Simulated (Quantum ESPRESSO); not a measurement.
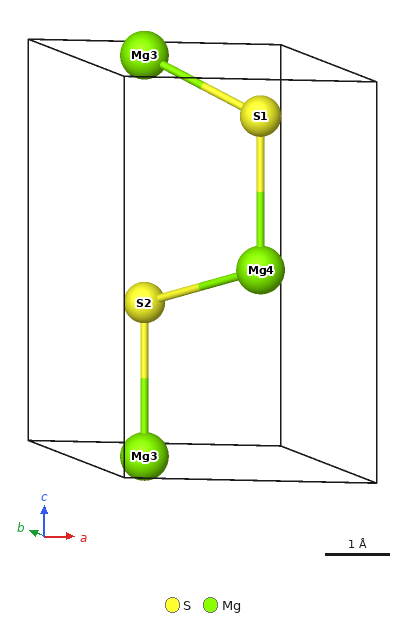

The structure (ball-and-stick view of the cell of the calculation, seen slightly off an axis; atoms are numbered from 1 in the order of the input). Near neighbours in the crystal (not all of them lie inside the picture): S has 4 Mg at 2.45 to 2.47 Å; Mg has 4 S at 2.45 to 2.47 Å.

**Band-structure run, with input and output: MgS (part 1 of 2)**

System: MgS (4 atoms in the cell).
Method: Kohn-Sham DFT of a periodic cell, LDA, GBRV 1.5 LDA, no spin polarisation (Quantum ESPRESSO 7.5).

The structure derives from a Materials Project entry.

The input
```
&CONTROL
  calculation = 'scf'
  prefix = 'pwscf'
  outdir = './tmp'
  pseudo_dir = './pseudo'
  tprnfor = .true.
  tstress = .true.
  disk_io = 'low'
/
&SYSTEM
  ibrav = 0
  celldm(1) = 8
  nat = 4
  ntyp = 2
  ecutwfc = 45
  ecutrho = 360
  nbnd = 24
  occupations = 'smearing'
  smearing = 'fd'
  degauss = 0.00367493
/
&ELECTRONS
  conv_thr = 8d-10
  electron_maxstep = 120
  mixing_beta = 0.5
/
ATOMIC_SPECIES
S     32.0600 s_lda_v1.4.uspp.F.UPF
Mg    24.3050 mg_lda_v1.4.uspp.F.UPF
CELL_PARAMETERS alat
  0.9530414206413   0.0000000000000   0.0000000000000
 -0.4765207103207   0.8253580811420   0.0000000000000
  0.0000000000000   0.0000000000000   1.5194092941530
ATOMIC_POSITIONS crystal
S      0.6666666667    0.3333333333    0.8792441500
S      0.3333333333    0.6666666667    0.3792441500
Mg     0.3333333333    0.6666666667    0.9957548500
Mg     0.6666666667    0.3333333333    0.4957548500
K_POINTS automatic
8 8 4 0 0 0
```

File bands.in
```
&CONTROL
  calculation = 'bands'
  prefix = 'pwscf'
  outdir = './tmp'
  pseudo_dir = './pseudo'
  disk_io = 'low'
  verbosity = 'high'
/
&SYSTEM
  ibrav = 0
  celldm(1) = 8
  nat = 4
  ntyp = 2
  ecutwfc = 45
  ecutrho = 360
  nbnd = 24
  occupations = 'smearing'
  smearing = 'fd'
  degauss = 0.00367493
/
&ELECTRONS
  conv_thr = 1d-08
  electron_maxstep = 120
  mixing_beta = 0.5
  diago_full_acc = .true.
  startingwfc = 'random'
/
ATOMIC_SPECIES
S     32.0600 s_lda_v1.4.uspp.F.UPF
Mg    24.3050 mg_lda_v1.4.uspp.F.UPF
CELL_PARAMETERS alat
  0.9530414206413   0.0000000000000   0.0000000000000
 -0.4765207103207   0.8253580811420   0.0000000000000
  0.0000000000000   0.0000000000000   1.5194092941530
ATOMIC_POSITIONS crystal
S      0.6666666667    0.3333333333    0.8792441500
S      0.3333333333    0.6666666667    0.3792441500
Mg     0.3333333333    0.6666666667    0.9957548500
Mg     0.6666666667    0.3333333333    0.4957548500
K_POINTS crystal
60
 0.0000000000  0.0000000000  0.0000000000 1
 0.0714285714  0.0000000000  0.0000000000 1
 0.1428571429  0.0000000000  0.0000000000 1
 0.2142857143  0.0000000000  0.0000000000 1
 0.2857142857  0.0000000000  0.0000000000 1
 0.3571428571  0.0000000000  0.0000000000 1
 0.4285714286  0.0000000000  0.0000000000 1
 0.5000000000  0.0000000000  0.0000000000 1
 0.4583333333  0.0833333333  0.0000000000 1
 0.4166666667  0.1666666667  0.0000000000 1
 0.3750000000  0.2500000000  0.0000000000 1
 0.3333333333  0.3333333333  0.0000000000 1
 0.2962962963  0.2962962963  0.0000000000 1
 0.2592592593  0.2592592593  0.0000000000 1
 0.2222222222  0.2222222222  0.0000000000 1
 0.1851851852  0.1851851852  0.0000000000 1
 0.1481481481  0.1481481481  0.0000000000 1
 0.1111111111  0.1111111111  0.0000000000 1
 0.0740740741  0.0740740741  0.0000000000 1
 0.0370370370  0.0370370370  0.0000000000 1
 0.0000000000  0.0000000000  0.0000000000 1
 0.0000000000  0.0000000000  0.1250000000 1
 0.0000000000  0.0000000000  0.2500000000 1
 0.0000000000  0.0000000000  0.3750000000 1
 0.0000000000  0.0000000000  0.5000000000 1
 0.0625000000  0.0000000000  0.5000000000 1
 0.1250000000  0.0000000000  0.5000000000 1
 0.1875000000  0.0000000000  0.5000000000 1
 0.2500000000  0.0000000000  0.5000000000 1
 0.3125000000  0.0000000000  0.5000000000 1
 0.3750000000  0.0000000000  0.5000000000 1
 0.4375000000  0.0000000000  0.5000000000 1
 0.5000000000  0.0000000000  0.5000000000 1
 0.4666666667  0.0666666667  0.5000000000 1
 0.4333333333  0.1333333333  0.5000000000 1
 0.4000000000  0.2000000000  0.5000000000 1
 0.3666666667  0.2666666667  0.5000000000 1
 0.3333333333  0.3333333333  0.5000000000 1
 0.3030303030  0.3030303030  0.5000000000 1
 0.2727272727  0.2727272727  0.5000000000 1
 0.2424242424  0.2424242424  0.5000000000 1
 0.2121212121  0.2121212121  0.5000000000 1
 0.1818181818  0.1818181818  0.5000000000 1
 0.1515151515  0.1515151515  0.5000000000 1
 0.1212121212  0.1212121212  0.5000000000 1
 0.0909090909  0.0909090909  0.5000000000 1
 0.0606060606  0.0606060606  0.5000000000 1
 0.0303030303  0.0303030303  0.5000000000 1
 0.0000000000  0.0000000000  0.5000000000 1
 0.5000000000  0.0000000000  0.5000000000 1
 0.5000000000  0.0000000000  0.4000000000 1
 0.5000000000  0.0000000000  0.3000000000 1
 0.5000000000  0.0000000000  0.2000000000 1
 0.5000000000  0.0000000000  0.1000000000 1
 0.5000000000  0.0000000000  0.0000000000 1
 0.3333333333  0.3333333333  0.0000000000 1
 0.3333333333  0.3333333333  0.1250000000 1
 0.3333333333  0.3333333333  0.2500000000 1
 0.3333333333  0.3333333333  0.3750000000 1
 0.3333333333  0.3333333333  0.5000000000 1
```

Launched with:
```bash
OMP_NUM_THREADS=1 mpirun -n 2 pw.x -nk 2 -in pw.in > pw.out
OMP_NUM_THREADS=1 mpirun -n 2 pw.x -nk 2 -in bands.in > bands.out
```

Output
```
This program is part of the open-source Quantum ESPRESSO suite
     for quantum simulation of materials; please cite
         "P. Giannozzi et al., J. Phys.:Condens. Matter 21 395502 (2009);
         "P. Giannozzi et al., J. Phys.:Condens. Matter 29 465901 (2017);
         "P. Giannozzi et al., J. Chem. Phys. 152 154105 (2020);
          URL
     in publications or presentations arising from this work. More details at

     Message from routine setup:
     using ibrav=0 with symmetry is DISCOURAGED, use correct ibrav instead

     K-points division:     npool     =       2
     Subspace diagonalization in iterative solution of the eigenvalue problem:
     a serial algorithm will be used

     G-vector sticks info
     --------------------
     sticks:   dense  smooth     PW     G-vecs:    dense   smooth      PW
     Sum        1429     721    211                70441    24987    4007

     Using Slab Decomposition

     bravais-lattice index     =            0
     lattice parameter (alat)  =       8.0000  a.u.
     unit-cell volume          =     611.9260 (a.u.)^3
     number of atoms/cell      =            4
     number of atomic types    =            2
     number of electrons       =        32.00
     number of Kohn-Sham states=           24
     kinetic-energy cutoff     =      45.0000  Ry
     charge density cutoff     =     360.0000  Ry
     scf convergence threshold =      8.0E-10
     mixing beta               =       0.5000
     number of iterations used =            8  plain     mixing
     Exchange-correlation=  SLA  PZ   NOGX NOGC
                           (   1   1   0   0   0   0   0)

     celldm(1)=   8.000000  celldm(2)=   0.000000  celldm(3)=   0.000000
     celldm(4)=   0.000000  celldm(5)=   0.000000  celldm(6)=   0.000000

     crystal axes: (cart. coord. in units of alat)
               a(1) = (   0.953041   0.000000   0.000000 )
               a(2) = (  -0.476521   0.825358   0.000000 )
               a(3) = (   0.000000   0.000000   1.519409 )

     reciprocal axes: (cart. coord. in units 2 pi/alat)
               b(1) = (  1.049272  0.605798 -0.000000 )
               b(2) = (  0.000000  1.211595  0.000000 )
               b(3) = (  0.000000 -0.000000  0.658151 )

     PseudoPot. # 1 for S  read from file:
     s_lda_v1.4.uspp.F.UPF
     Pseudo is Ultrasoft + core correction, Zval =  6.0
     Generated by new atomic code, or converted to UPF format
     Using radial grid of  907 points,  6 beta functions with:
                l(1) =   0
                l(2) =   0
                l(3) =   1
                l(4) =   1
                l(5) =   2
                l(6) =   2
     Q(r) pseudized with  8 coefficients,  rinner =    1.300   1.300   1.300
                                                       1.300   1.300

     PseudoPot. # 2 for Mg read from file:
     mg_lda_v1.4.uspp.F.UPF
     Pseudo is Ultrasoft, Zval = 10.0
     Generated by new atomic code, or converted to UPF format
     Using radial grid of  821 points,  7 beta functions with:
                l(1) =   0
                l(2) =   0
                l(3) =   0
                l(4) =   1
                l(5) =   1
                l(6) =   2
                l(7) =   2
     Q(r) pseudized with  8 coefficients,  rinner =    1.200   1.200   1.200
                                                       1.200   1.200

     atomic species   valence    mass     pseudopotential
     S                 6.00    32.06000     S ( 1.00)
     Mg               10.00    24.30500     Mg( 1.00)

     12 Sym. Ops. (no inversion) found ( 6 have fractional translation)

   Cartesian axes

     site n.     atom                  positions (alat units)
         1        S      tau(   1) = (   0.4765207   0.2751194   1.3359317  )
         2        S      tau(   2) = (  -0.0000000   0.5502387   0.5762271  )
         3        Mg     tau(   3) = (  -0.0000000   0.5502387   1.5129592  )
         4        Mg     tau(   4) = (   0.4765207   0.2751194   0.7532545  )

     number of k points=    30  Fermi-Dirac smearing, width (Ry)=  0.0037
                       cart. coord. in units 2pi/alat
        k(    1) = (   0.0000000   0.0000000   0.0000000), wk =   0.0078125
        k(    2) = (   0.0000000   0.0000000   0.1645376), wk =   0.0156250
        k(    3) = (   0.0000000   0.0000000  -0.3290753), wk =   0.0078125
        k(    4) = (   0.0000000   0.1514494   0.0000000), wk =   0.0468750
        k(    5) = (   0.0000000   0.1514494   0.1645376), wk =   0.0937500
        k(    6) = (   0.0000000   0.1514494  -0.3290753), wk =   0.0468750
        k(    7) = (   0.0000000   0.3028988   0.0000000), wk =   0.0468750
        k(    8) = (   0.0000000   0.3028988   0.1645376), wk =   0.0937500
        k(    9) = (   0.0000000   0.3028988  -0.3290753), wk =   0.0468750
        k(   10) = (   0.0000000   0.4543483   0.0000000), wk =   0.0468750
        k(   11) = (   0.0000000   0.4543483   0.1645376), wk =   0.0937500
        k(   12) = (   0.0000000   0.4543483  -0.3290753), wk =   0.0468750
        k(   13) = (   0.0000000  -0.6057977   0.0000000), wk =   0.0234375
        k(   14) = (   0.0000000  -0.6057977   0.1645376), wk =   0.0468750
        k(   15) = (   0.0000000  -0.6057977  -0.3290753), wk =   0.0234375
        k(   16) = (   0.1311590   0.2271741   0.0000000), wk =   0.0468750
        k(   17) = (   0.1311590   0.2271741   0.1645376), wk =   0.0937500
        k(   18) = (   0.1311590   0.2271741  -0.3290753), wk =   0.0468750
        k(   19) = (   0.1311590   0.3786235   0.0000000), wk =   0.0937500
        k(   20) = (   0.1311590   0.3786235   0.1645376), wk =   0.1875000
        k(   21) = (   0.1311590   0.3786235  -0.3290753), wk =   0.0937500
        k(   22) = (   0.1311590   0.5300730   0.0000000), wk =   0.0937500
        k(   23) = (   0.1311590   0.5300730   0.1645376), wk =   0.1875000
        k(   24) = (   0.1311590   0.5300730  -0.3290753), wk =   0.0937500
        k(   25) = (   0.2623181   0.4543483   0.0000000), wk =   0.0468750
        k(   26) = (   0.2623181   0.4543483   0.1645376), wk =   0.0937500
        k(   27) = (   0.2623181   0.4543483  -0.3290753), wk =   0.0468750
        k(   28) = (   0.2623181   0.6057977   0.0000000), wk =   0.0468750
        k(   29) = (   0.2623181   0.6057977   0.1645376), wk =   0.0937500
        k(   30) = (   0.2623181   0.6057977  -0.3290753), wk =   0.0468750

     Dense  grid:    70441 G-vectors     FFT dimensions: (  48,  48,  80)

     Smooth grid:    24987 G-vectors     FFT dimensions: (  36,  36,  54)

     Initial potential from superposition of free atoms

     starting charge      31.3995, renormalised to      32.0000
     Starting wfcs are   18 randomized atomic wfcs +    6 random wfcs

     Self-consistent Calculation

     iteration #  1     ecut=    45.00 Ry     beta= 0.50
     Davidson diagonalization with overlap
     ethr =  1.00E-02,  avg # of iterations =  8.2

     total energy              =    -298.65777344 Ry
     estimated scf accuracy    <       0.35745705 Ry

     iteration #  2     ecut=    45.00 Ry     beta= 0.50
     Davidson diagonalization with overlap
     ethr =  1.12E-03,  avg # of iterations =  2.0

     total energy              =    -298.72670959 Ry
     estimated scf accuracy    <       0.01981252 Ry

     iteration #  3     ecut=    45.00 Ry     beta= 0.50
     Davidson diagonalization with overlap
     ethr =  6.19E-05,  avg # of iterations =  6.2

     total energy              =    -298.72693777 Ry
     estimated scf accuracy    <       0.00364527 Ry

     iteration #  4     ecut=    45.00 Ry     beta= 0.50
     Davidson diagonalization with overlap
     ethr =  1.14E-05,  avg # of iterations =  3.5

     total energy              =    -298.72724392 Ry
     estimated scf accuracy    <       0.00017919 Ry

     iteration #  5     ecut=    45.00 Ry     beta= 0.50
     Davidson diagonalization with overlap
     ethr =  5.60E-07,  avg # of iterations =  4.6

     total energy              =    -298.72728407 Ry
     estimated scf accuracy    <       0.00001072 Ry

     iteration #  6     ecut=    45.00 Ry     beta= 0.50
     Davidson diagonalization with overlap
     ethr =  3.35E-08,  avg # of iterations =  4.1

     total energy              =    -298.72728987 Ry
     estimated scf accuracy    <       0.00000159 Ry

     iteration #  7     ecut=    45.00 Ry     beta= 0.50
     Davidson diagonalization with overlap
     ethr =  4.97E-09,  avg # of iterations =  2.2

     total energy              =    -298.72729023 Ry
     estimated scf accuracy    <       0.00000002 Ry

     iteration #  8     ecut=    45.00 Ry     beta= 0.50
     Davidson diagonalization with overlap
     ethr =  6.62E-11,  avg # of iterations =  5.8

     total energy              =    -298.72729028 Ry
     estimated scf accuracy    <          5.8E-09 Ry

     iteration #  9     ecut=    45.00 Ry     beta= 0.50
     Davidson diagonalization with overlap
     ethr =  1.83E-11,  avg # of iterations =  1.5

     total energy              =    -298.72729028 Ry
     estimated scf accuracy    <          1.5E-09 Ry
```
